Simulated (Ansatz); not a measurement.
## WS2: single-point calculation

WS2 (slab, 3 atoms in the cell), computed with DFT PBE+D3(BJ), scalar-relativistic, plane waves, PAW, PAW set soft_1, no spin polarisation (Ansatz 0.2.0).

The structure derives from an entry of the Crystallography Open Database. Figures and captions count atoms from 1; the log counts them from 0 in places.

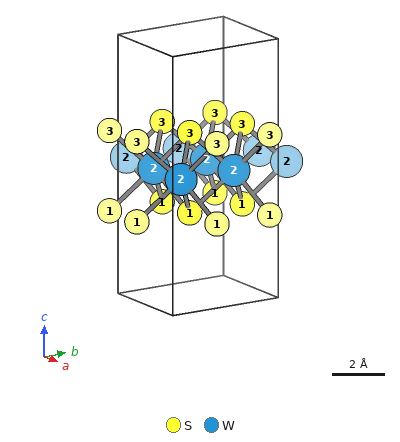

**Figure 1.** The input geometry (ball-and-stick view of the 2 × 2 repeat of the cell, with the vacuum cut short, seen slightly off an axis; neighbours outside the cell are drawn fainter; atoms are numbered from 1 in the order of the input). An atom can appear more than once, as a periodic image.

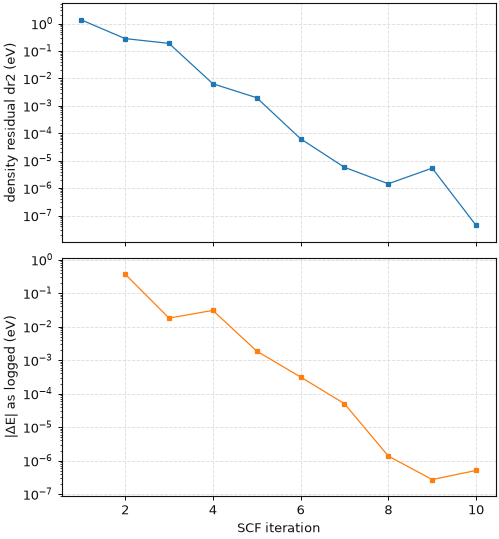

**Figure 2.** Convergence of the self-consistent field: density residual dr2 and size of the energy change against the SCF iteration. The residual comes down, with one marked jump up, by a factor of about 4, at step 9.

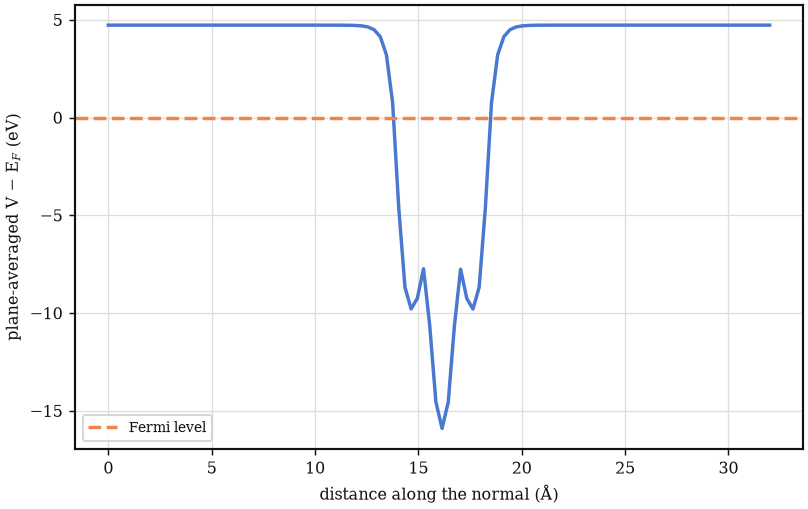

**Figure 3.** Plane average of the electrostatic potential energy of an electron across the cell, from the Fermi level. The vacuum level lies 4.73 eV above the Fermi level.

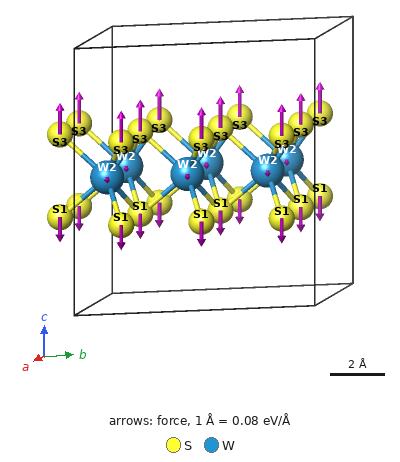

**Figure 4.** Forces on the atoms as pink arrows (ball-and-stick view of the 2 × 3 repeat of the cell, with the vacuum cut short, seen slightly off an axis; bonded neighbours outside the cell are drawn too; atoms are numbered from 1 in the order of the input). The largest act on S3 (0.10 eV/Å); S1 (0.08 eV/Å). The geometry is not a stationary point of this energy.

The input and output of the run follow.

The input:
```yaml
crystal:
  lattice:
    - [3.1571977692, 0.0, 0.0]
    - [-1.5785988846, 2.7342134729, 0.0]
    - [0.0, 0.0, 32.2910878415]
  atoms:
    - { symbol: S, position: [0.3333333333, 0.6666666667, 0.4512939308] }
    - { symbol: W, position: [0.6666666667, 0.3333333333, 0.5000183653] }
    - { symbol: S, position: [0.3333333333, 0.6666666667, 0.5487060692] }
  periodic: [true, true, false]
basis:
  ecutwfc: 420
kpoints:
  mp_grid: { grid: [6, 6, 1] }
hamiltonian:
  xc: pbe
  pseudopotentials: { kind: paw, azcp: { folder: soft_1 } }
  dispersion: d3bj
scf:
  occupations: { method: gaussian, width: 0.1 }
output:
  forces: true
  stress: true
  eigenvalues: true
```

Launched with:
```bash
ansatz run input.yaml --threads 1 --pin off --max-ram 3072MiB --backend cpu --events-out ev --progress --plain --runs-dir out
```

Log:
```
Warning: at least one further symmetry operation maps every atom of the structure, as the run holds it, onto an atom to within 2.45e-5 (fractional), and is not used: no operation is sought that the atoms, as the run holds them, miss by more than 2.00e-5, twice crystal.symmetry.tolerance (1.0e-5). The run uses 6 unitary operations. The run imposes no operation that its atoms and lattice do not hold. Figures that only the operations left out would make equal are not made equal, and some can differ by far more than the structure misses those operations by: interpolated phonon frequencies and what the tetrahedron methods give by atom among them (crystal.symmetry.tolerance lists what is known). If the more symmetric structure is meant (of a frozen-density pass: in the run whose state it reads), write the positions to more decimals or symmetrise them. If the atoms are displaced on purpose, the operation is rightly left out
Engine: ansatz 0.2.0, aarch64-unknown-linux-gnu
Pseudopotentials: kind: paw
Pseudopotential: S, paw, valence charge 6, recommended cutoff 420 eV (normal), [file]
Pseudopotential: W, paw, valence charge 14, recommended cutoff 420 eV (normal), [file]
Functional definition: PBE
  parameter kappa = 0.804
  parameter beta = 0.06672455060314922
  exchange = pbe_x(kappa = kappa, mu = beta*pi^2/3)
  correlation = pbe_c(beta = beta)
Crystal: 3 atoms, lattice volume = 278.751 Å³
Basis set: ecut = 420 eV, 5387 PW (Γ), exchange–correlation on 48×48×432 points (8 copies of the dense FFT grid, shifted against one another)
Bands: 17, of which v1, the nominal top of the filled ones, is band 13 counted from 1 (12 counted from 0)
Symmetry: 6 space group operations
Space group: P3m1 (ITA 156), of the structure as read, at distance tolerance 6.5e-5 Å
k-points: 7 of 36 (time reversal used)
Non-local potential: S, projectors of the file, l = 0: 2, l = 1: 2, l = 2: 1
Non-local potential: W, projectors of the file, l = 0: 3, l = 1: 2, l = 2: 2, l = 3: 1
PAW form: soft (Blöchl's): semilocal exchange-correlation on the pseudo side does not see the compensation charge
PAW one-centre angular grid: S, 110 points (default); XC on 64 Gauss nodes
PAW one-centre angular grid: W, 590 points (default); XC on 64 Gauss nodes
Initial density: superposition of atomic densities (neutral atoms: chi_scale 0, normalization atom)
Initial wavefunctions: pseudopotential atomic-orbital guess
Functional: x = pbe(κ = 0.804, μ = 0.2195149727645171), c = pbe(β = 0.06672455060314922)
SCF iter   1: F=—  HF=-12193.870402 eV  |F-HF|=—  |Δ(HF+E_count)|=         —  Δρ=2.06e-2  dr2=1.36e0  ethr=3.10e-3  ⟨swp⟩=17.1  Hψ=1328  notcnv=0
preconditioner: auto → Resta (q_TF=auto, 1.837 Å⁻¹)  ε∞=2.1  [insulator: Δε(μ)=1.912 eV  Ē_g=9.110 eV  σ=0.100 eV  W_gap=1.00  n_scr=18 (ndim 8)  ℏωp=9.4 eV  f_vac=0.775  D(μ)=0.00/eV (n_scr^D=0)  ε∞_Penn≈2.1  vacuum switching on, ρ_ref=6.0e-3 e/Å³]
SCF iter   2: F=—  HF=-12193.499339 eV  |F-HF|=—  |Δ(HF+E_count)|=   3.71e-1  Δρ=8.51e-3  dr2=2.82e-1  ethr=3.10e-3  ⟨swp⟩=4.0  Hψ=352  notcnv=0
SCF iter   3: F=—  HF=-12193.481361 eV  |F-HF|=—  |Δ(HF+E_count)|=   1.80e-2  Δρ=5.98e-3  dr2=1.89e-1  ethr=1.08e-3  ⟨swp⟩=4.0  Hψ=269  notcnv=0
SCF iter   4: F=—  HF=-12193.450864 eV  |F-HF|=—  |Δ(HF+E_count)|=   3.05e-2  Δρ=1.94e-3  dr2=6.37e-3  ethr=7.27e-4  ⟨swp⟩=2.9  Hψ=248  notcnv=0
SCF iter   5: F=—  HF=-12193.452722 eV  |F-HF|=—  |Δ(HF+E_count)|=   1.86e-3  Δρ=6.61e-4  dr2=1.97e-3  ethr=2.45e-5  ⟨swp⟩=3.6  Hψ=292  notcnv=0
SCF iter   6: F=—  HF=-12193.452409 eV  |F-HF|=—  |Δ(HF+E_count)|=   3.14e-4  Δρ=1.88e-4  dr2=6.29e-5  ethr=7.57e-6  ⟨swp⟩=3.0  Hψ=206  notcnv=0
SCF iter   7: F=—  HF=-12193.452358 eV  |F-HF|=—  |Δ(HF+E_count)|=   5.00e-5  Δρ=4.19e-5  dr2=5.74e-6  ethr=2.42e-7  ⟨swp⟩=3.4  Hψ=270  notcnv=0
SCF iter   8: F=—  HF=-12193.452357 eV  |F-HF|=—  |Δ(HF+E_count)|=   1.37e-6  Δρ=1.67e-5  dr2=1.44e-6  ethr=2.21e-8  ⟨swp⟩=3.7  Hψ=281  notcnv=0
SCF iter   9: F=—  HF=-12193.452357 eV  |F-HF|=—  |Δ(HF+E_count)|=   2.72e-7  Δρ=1.39e-5  dr2=5.35e-6  ethr=5.54e-9  ⟨swp⟩=3.7  Hψ=242  notcnv=0  recentre
SCF iter  10: F=-12193.452357 eV  HF=-12193.452357 eV  |F-HF|=3.49e-8  |Δ(HF+E_count)|=   5.08e-7  Δρ=3.21e-6  dr2=4.40e-8  ethr=3.85e-10  ⟨swp⟩=10.4  Hψ=915  notcnv=0
SCF 1 converged in 10 iterations: F = -12193.452357 eV  dr2 = 4.40e-8
  greatest PAW one-centre occupation: 0.999 electrons in one spin orbital (limit 2), on the W atom at site 1 (counted from 0), in its partial waves of l = 0
SCF converged after 10 iterations
Free energy (F): -12193.452357 eV
Harris-Foulkes:  -12193.452357 eV  (|F-HF|=3.49e-8)
Internal energy: -12193.452357 eV  (E = F + TS)
E sigma→0 (E₀):  -12193.452357 eV
Fermi energy:    -4.725637 eV
--- Per-component energies (eV) ---
  E_band       = -622.197414
  E_kinetic    = 634.533880
  E_local      = -48558.055788  (includes V_loc(G=0)·N_el)
  E_nonlocal   = 43.805452
  E_hartree    = 23918.137358
  E_xc         = -446.007059
  E_vxc        = -397.488206  (∫ρ·V_xc dr)
  E_paw        = -9794.715421  (= ΣΔE_a)
  E_vpaw       = -181.279415  (= ΣTr[D̂ρ^β])
  E_aug_tail   = 0.000155  (compensation charges beyond the density's cutoff)
  E_ewald      = 22009.780723
  E_disp       = -0.931655  (pairwise vdW)
  E_smearing   = -0.000000  (= −TS)
  E_closure    = -0.000000  (closes the sum)
  Σ components = -12193.452357   (vs F -12193.452357, Δ=0.00e0)
--- Forces (eV/Å), atoms counted from 1 ---
  atom   1  S     -0.00000000     0.00000000    -0.07684314
  atom   2  W      0.00000000    -0.00000000    -0.01956817
  atom   3  S      0.00000000     0.00000000     0.09642350
  max |Σ_I F_I| component: 1.22e-5 eV/Å
--- 2D stress c σ (N/m, compression-positive) ---
        0.319969      -0.000000       0.000000
       -0.000000       0.319969       0.000000
        0.000000       0.000000       0.000000
  P = ½ c Tr σ = 0.3200 N/m
--- Band table (eV; the first three rows and the last of 7) ---
  k-point 0: bands = ["-79.6283", "-43.9004", "-43.7174", "-43.7174", "-20.5406", "-18.8883", "-12.1231", "-8.5182", "-8.5182", "-7.8771", "-7.2643", "-7.2643", "-5.8105", "-2.7369", "-2.7369", "-2.5955", "-2.5955"]
  k-point 1: bands = ["-79.6236", "-43.8835", "-43.8101", "-43.7390", "-20.0859", "-18.7205", "-11.6022", "-9.5255", "-8.9010", "-8.0830", "-7.8809", "-7.1072", "-6.1046", "-3.3279", "-2.9256", "-2.8263", "-2.0216"]
  k-point 2: bands = ["-79.6142", "-43.9910", "-43.8496", "-43.7817", "-19.0170", "-18.3367", "-11.5184", "-10.2566", "-10.2100", "-8.7558", "-7.6535", "-7.2441", "-6.9288", "-3.0900", "-3.0558", "-2.0028", "-1.1508"]
  k-point 6: bands = ["-79.6071", "-43.9882", "-43.9526", "-43.8241", "-18.0078", "-17.9362", "-11.5321", "-11.1032", "-10.2269", "-9.5892", "-8.9781", "-8.1122", "-5.6852", "-3.7661", "-2.3759", "-1.5890", "-0.0155"]
```

Results in brief:

| quantity | value |
| --- | --- |
| outcome | converged |
| electrons treated | 26 |
| free energy | −12193.4524 eV |
| work function, top face | 4.73 eV |
| work function, bottom face | 4.73 eV |
| Fermi energy | −4.726 eV |
| gap on the k-point mesh | 1.92 eV |
| work function (upper face) | 4.73 eV |
| largest force (length of the vector) | 0.096 eV/Å |
| hardware | 1 thread of Arm Neoverse V2, 24 GiB of memory available, shared host |
| wall time | 3.5 s |
| peak memory | 0.38 GiB |

Spin–orbit coupling is left out, which matters for W.
